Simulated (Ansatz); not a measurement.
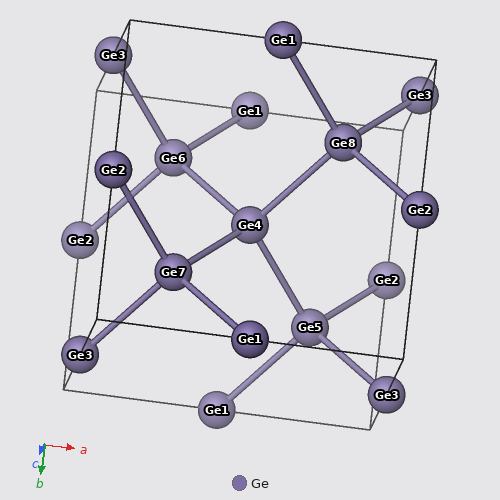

The system is Ge (Fd-3m phase) with one N guest (9 atoms in the cell); the picture shows it without the atoms that are moved over the map. A guest moved over a lattice plane through the rigid host; the plane is (0 1 1) of the conventional cell, half-way across the widest gap between atomic layers, origin above Ge5. Places are given modulo a cell vector. The map is drawn in real space over the plane of the scan. Nothing is relaxed (host rigid, guest held in the plane). The scan uses a 12 × 12 grid; 14 points were computed and 94 follow by symmetry. At 36 points there is no value (left out of the scan, as a rule where atoms come close). Energies: eV per cell, counted from the lowest grid point. Level of theory: DFT PBE, scalar-relativistic, plane waves, PAW in Ansatz. Settings: cutoff 420 eV, k-mesh 6×6×6, gaussian smearing 0.15 eV, no spin polarisation.

Range: place of N9 along a1 from 0.000 to 0.917; place of N9 along a2 from 0.000 to 0.917.

Predict the map.

The lowest grid point is at (4/12, 1/12) of the cell vectors [nearest 1 Ge at 2.04 Å]. The same energy is found at (4/12, 11/12) of the cell vectors [nearest 1 Ge at 2.04 Å]; (10/12, 5/12) of the cell vectors [nearest 1 Ge at 2.04 Å]; (10/12, 7/12) of the cell vectors [nearest 1 Ge at 2.04 Å]. Relaxing all atoms from the lowest point lowers the energy by a further 1.0 eV. The highest grid point, (0/12, 2/12) of the cell vectors [nearest 1 Ge at 1.22 Å], lies 11.9 eV above the lowest.

```tsv
place of N9 along a2 ↓, place of N9 along a1 →	0/12	1/12	2/12	3/12	4/12	5/12	6/12	7/12	8/12	9/12	10/12	11/12
11/12	–	–	3.5	0.1	0.0	0.0	0.1	3.5	–	–	–	–
10/12	11.9	7.1	1.3	0.2	0.0	0.0	0.2	1.3	7.1	11.9	7.7	7.7
9/12	3.0	1.8	1.8	3.0	1.8	1.8	3.0	1.8	1.8	3.0	1.8	1.8
8/12	0.2	1.3	7.1	11.9	7.7	7.7	11.9	7.1	1.3	0.2	0.0	0.0
7/12	0.1	3.5	–	–	–	–	–	–	3.5	0.1	0.0	0.0
6/12	0.3	4.9	–	–	–	–	–	–	4.9	0.3	0.2	0.2
5/12	0.1	3.5	–	–	–	–	–	–	3.5	0.1	0.0	0.0
4/12	0.2	1.3	7.1	11.9	7.7	7.7	11.9	7.1	1.3	0.2	0.0	0.0
3/12	3.0	1.8	1.8	3.0	1.8	1.8	3.0	1.8	1.8	3.0	1.8	1.8
2/12	11.9	7.1	1.3	0.2	0.0	0.0	0.2	1.3	7.1	11.9	7.7	7.7
1/12	–	–	3.5	0.1	0.0	0.0	0.1	3.5	–	–	–	–
0/12	–	–	4.9	0.3	0.2	0.2	0.3	4.9	–	–	–	–
```

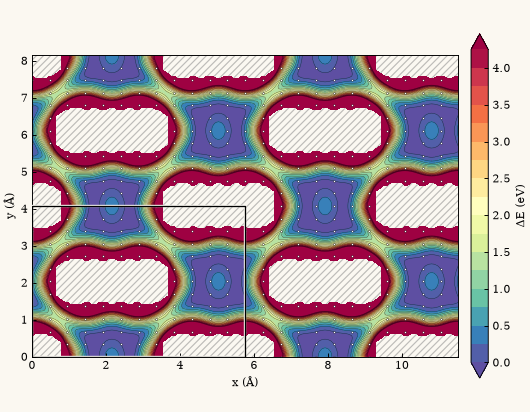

The picture shows filled contours, dots at the grid points, the outline of one cell of the 2 × 2 shown, one colour for all values above the top of the scale, hatched blanks where no value was computed. Between grid points the surface is interpolated.

Each point was launched as `ansatz run input.yaml --threads 4 --pin off --max-ram 8192MiB --backend cpu --events-out ev --progress --plain --runs-dir out`. The whole map (14 points run) took 14 min on 4 threads of Arm Neoverse V1, on a shared host.

PAW datasets: the set soft_1.
